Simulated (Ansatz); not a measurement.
**SiNi₃: density, localisation and related maps**

The calculation's input:

```
crystal:
  lattice:
    - [1.2928041287, 0.7464008117, 7.661989331]
    - [-1.2928041287, 0.7464008117, 7.661989331]
    - [0.0, -1.4928016234, 7.661989331]
  atoms:
    - { symbol: Ni, position: [0.254733, 0.254733, 0.254733], spin: 1.5 }
    - { symbol: Ni, position: [0.5, 0.5, 0.5], spin: 1.5 }
    - { symbol: Ni, position: [0.745267, 0.745267, 0.745267], spin: 1.5 }
    - { symbol: Si, position: [0.0, 0.0, 0.0] }
hamiltonian:
  xc: pbesol
  pseudopotentials: { kind: paw }
magnetization:
  spin_polarized: true
  initial_magnetization: 4.5
  spin_locking: { lock_magnetization: hard }
kpoints:
  mp_grid: { grid: [10, 10, 10] }
scf:
  occupations: { method: fermi_dirac, width: 0.05 }
  lower_state_search: "off"
output:
  forces: true
  stress: true
  eigenvalues: true
  write_density: true
  write_potential: true
  elf: true
  volumetric_format: npy
```

Launched as:

```sh
ansatz run input.yaml --threads 2 --pin off --max-ram 5632MiB --backend cpu --events-out ev --progress --plain --runs-dir out
```

Below, planes, directions and counts refer to the conventional cell (a = 2.59 Å, b = 2.59 Å, c = 22.99 Å, α = 90.00°, β = 90.00°, γ = 120.00°).

Space group R-3m; a structure from a database of computed crystals, not necessarily the ambient phase; not relaxed (largest force 1.1 eV/Å); computed pressure about 7 GPa in this cell; spin-polarised.

Method: Kohn-Sham DFT of a periodic cell, PBEsol, Ansatz PAW (Ansatz).

Core electrons are frozen (PAW), and the valence fields are smoothed inside the atomic spheres.

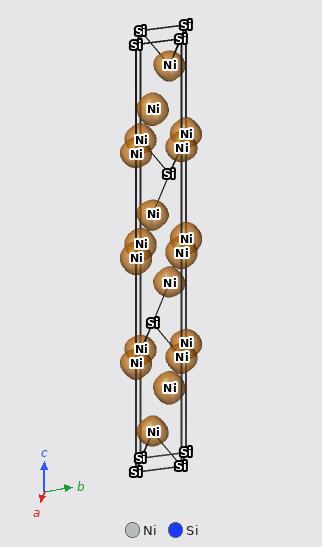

Figure 1. Isosurface of the spin density (up minus down) at +0.08 e/Å³ (orange), seen at an oblique angle. Sticks mark near contacts.

**Where is the spin, and how is it ordered?**

The spin density sits on Ni: +1.4 μB (×3) and +1.2 μB (×6) in one cell of 12 atoms, with smaller moments on other sites: Si (up to +0.27 μB): parallel main moments (a ferromagnetic arrangement) in this solution. The cell of the calculation (4 atoms) carries 4.5 μB of net spin moment.

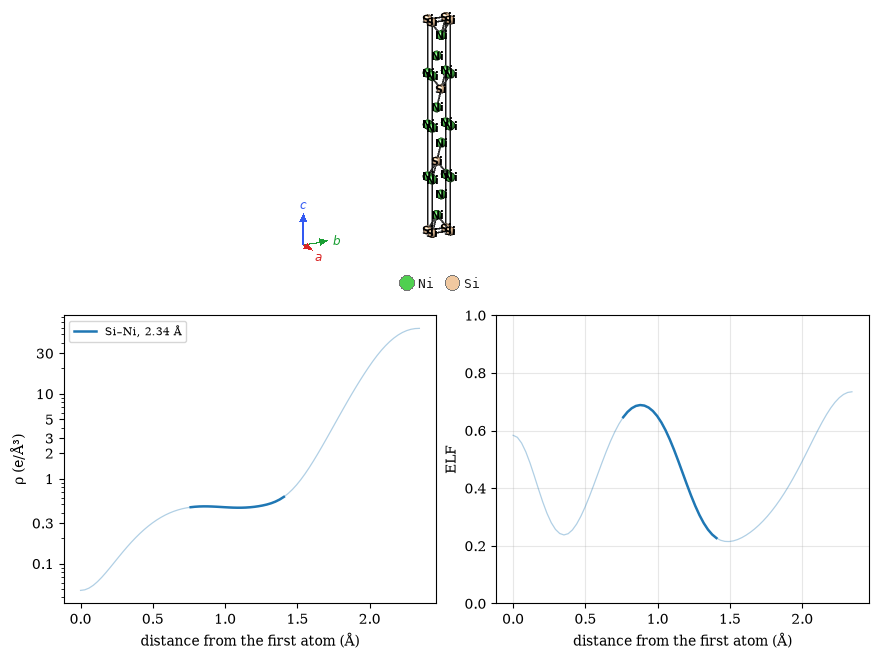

Figure 2. Valence pseudo-density and electron localisation function along straight lines between neighbouring atoms. Thin, pale parts lie inside the atomic spheres. The structure is drawn too.

**What can be read from the curves?**

Si–Ni (2.34 Å): ρ is about 0.46 e/Å³ halfway; the ELF peaks at about 0.70 in the valence shell of Si, 0.9 Å from its nucleus, and is about 0.45 at the midpoint.

**Metal or insulator at this level of theory?**

It is gapless in this calculation (a metal or semimetal).
